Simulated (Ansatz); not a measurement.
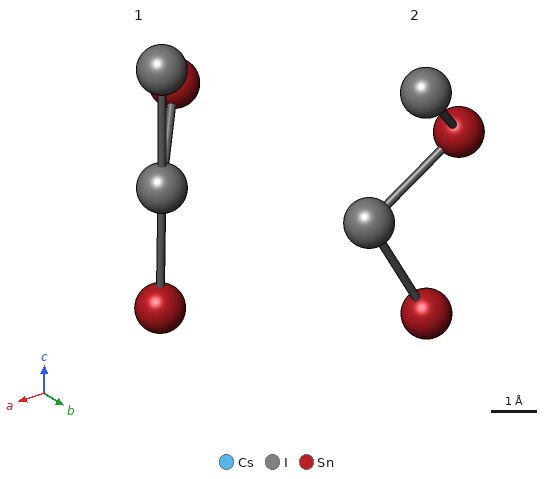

Two geometries of a defect cell of composition Cs8I25Sn8 (cell charge +1), drawn at one scale. One is the start of a relaxation, the other its converged end. Style: ball-and-stick. Shown: the atoms within 4.2 Å of the atom that moves most (axes of the cell of the calculation (origin shifted)), from a free direction.

Theory: DFT, PBEsol, PAW, plane waves (Ansatz 0.2.0). Set-up: plane-wave cutoff 420 eV; k-point mesh 1 × 1 × 1; mesh shifted by (0.25, 0.25, 0.25); no spin polarisation; atoms relaxed in a fixed cell; force threshold 0.03 eV/Å; at most 80 steps.

Which one is relaxed?

Answer. Structure 2 is the relaxed one. The atom that moves furthest is an I atom (1.87 Å roughly along [3 0 −1]). By element the largest moves are I 1.87 Å, Sn 1.76 Å, Cs 0.74 Å. The cell doesn't change. Near-neighbour distances that change, for instance: I–I 3.015 → 3.950 Å, I–Sn 2.649 → 3.084 Å, I–Sn 2.647 → 2.914 Å, I–Sn 3.062 → 3.311 Å. Over 30 geometry steps the energy falls by 6.213 eV per cell of the calculation. Largest force component: 3.8 eV/Å at the start, 0.026 eV/Å at the end. Cost: 61 s on 1 × NVIDIA GB300 Max-Q with 8 threads of Arm Neoverse-V2, peak memory 2.2 GiB.

Limits of the set-up: the cell is charged, on a uniform background, and energies carry no finite-size correction.
